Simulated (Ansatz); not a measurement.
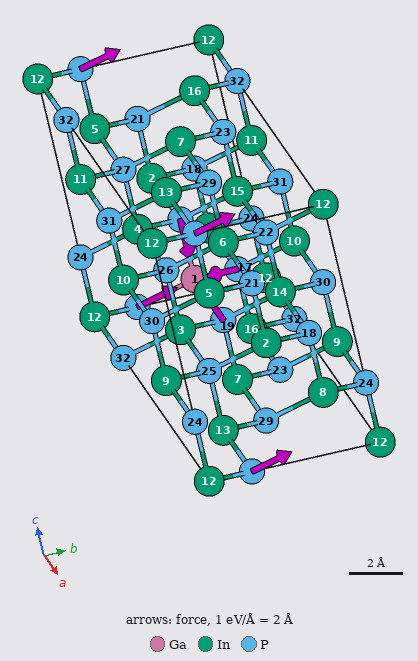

Starting geometry of a defect cell of composition In15GaP16 (coarse preliminary run) with the computed forces as purple arrows. A ball-and-stick model of the cell of the calculation, seen from a free direction.

Case: Ga on a In site (a), charge +0, atoms relaxed at the host's cell.

Level of theory: Ansatz, DFT PBE, scalar-relativistic, plane waves, PAW.

The input:
```yaml
crystal:
  lattice:
    - [-5.9597880294, -5.9597880294, 5.9597880294]
    - [5.9597880294, -5.9597880294, -5.9597880294]
    - [5.9597880294, 5.9597880294, 5.9597880294]
  atoms:
    - { symbol: Ga, position: [0.25, 0.5, 0.25] }
    - { symbol: In, position: [0.0, 0.5, 0.5] }
    - { symbol: In, position: [0.5, 0.25, 0.25] }
    - { symbol: In, position: [0.25, 0.25, 0.5] }
    - { symbol: In, position: [0.0, 0.25, 0.75] }
    - { symbol: In, position: [0.75, 0.5, 0.75] }
    - { symbol: In, position: [0.5, 0.5, 0.0] }
    - { symbol: In, position: [1.0, 0.75, 0.25] }
    - { symbol: In, position: [0.75, 0.0, 0.25] }
    - { symbol: In, position: [0.5, 0.0, 0.5] }
    - { symbol: In, position: [0.25, 0.0, 0.75] }
    - { symbol: In, position: [0.0, 0.0, 0.0] }
    - { symbol: In, position: [0.75, 0.25, 0.0] }
    - { symbol: In, position: [0.75, 0.75, 0.5] }
    - { symbol: In, position: [0.5, 0.75, 0.75] }
    - { symbol: In, position: [0.25, 0.75, 0.0] }
    - { symbol: P, position: [0.25, 0.75, 0.25] }
    - { symbol: P, position: [0.0, 0.75, 0.5] }
    - { symbol: P, position: [0.5, 0.5, 0.25] }
    - { symbol: P, position: [0.25, 0.5, 0.5] }
    - { symbol: P, position: [0.0, 0.5, 0.75] }
    - { symbol: P, position: [0.75, 0.75, 0.75] }
    - { symbol: P, position: [0.5, 0.75, 0.0] }
    - { symbol: P, position: [0.0, 0.0, 0.25] }
    - { symbol: P, position: [0.75, 0.25, 0.25] }
    - { symbol: P, position: [0.5, 0.25, 0.5] }
    - { symbol: P, position: [0.25, 0.25, 0.75] }
    - { symbol: P, position: [0.0, 0.25, 0.0] }
    - { symbol: P, position: [0.75, 0.5, 0.0] }
    - { symbol: P, position: [0.75, 0.0, 0.5] }
    - { symbol: P, position: [0.5, 0.0, 0.75] }
    - { symbol: P, position: [0.25, 0.0, 0.0] }
  host:
    lattice:
      - [0.0, 2.9798940147, 2.9798940147]
      - [2.9798940147, 0.0, 2.9798940147]
      - [2.9798940147, 2.9798940147, 0.0]
    atoms:
      - { symbol: In, position: [0.0, 0.0, 0.0] }
      - { symbol: P, position: [0.25, 0.25, 0.25] }
basis:
  ecutwfc: 420
  xc_grid: 2
kpoints:
  mp_grid: { grid: [1, 1, 1], shift: [0.0, 0.0, 0.0] }
hamiltonian:
  xc: pbe
scf:
  occupations: { method: gaussian, width: 0.02 }
output:
  forces: true
  stress: false
  eigenvalues: true
  charged_corrections:
    defect_position: [0.25, 0.5, 0.25]
    epsilon: [[15.0794, 0.0, 0.0], [0.0, 15.0794, 0.0], [0.0, 0.0, 15.0794]]
relax:
  adjacent_minimum: "off"
  f_tol: 0.025
  max_steps: 45
```

Launched with:
```bash
ansatz run input.yaml --threads 4 --pin off --max-ram 8192MiB --backend cpu --events-out ev --progress --plain --runs-dir out
```

> What follows when this structure is relaxed?

It isn't relaxed: the largest force vector, on P atoms, is 0.92 eV/Å. The atoms end up moving mostly along the starting forces (cosine between the two patterns 0.89). The largest moves, 0.15 Å, are those of P17, P19, P20 and P28. P28 goes along [1 1 1]. By element the largest moves are P 0.15 Å, In 0.04 Å. Ga stays in place. The cell doesn't change. Near-neighbour distances that change, for instance: Ga1–P17 2.581 → 2.434 Å, In10–P17 2.581 → 2.606 Å, In10–P26 2.581 → 2.597 Å, In11–P18 2.581 → 2.590 Å. Among the angles between lasting bonds that change: P20–In15–P23 109.5° → 112.0°, Ga1–P20–In2 109.5° → 111.8°, In5–P27–In7 109.5° → 107.2°. Over 2 accepted moves (3 points after the start) the energy falls by 0.299 eV per cell of the calculation. Largest force component: 0.53 eV/Å at the start, 0.016 eV/Å at the end. 1 step only repeated the SCF at the same geometry. Cost: 6 s on 4 threads of AMD EPYC 9R45 96-Core Processor (Zen 5), on a shared host, peak memory 0.98 GiB.
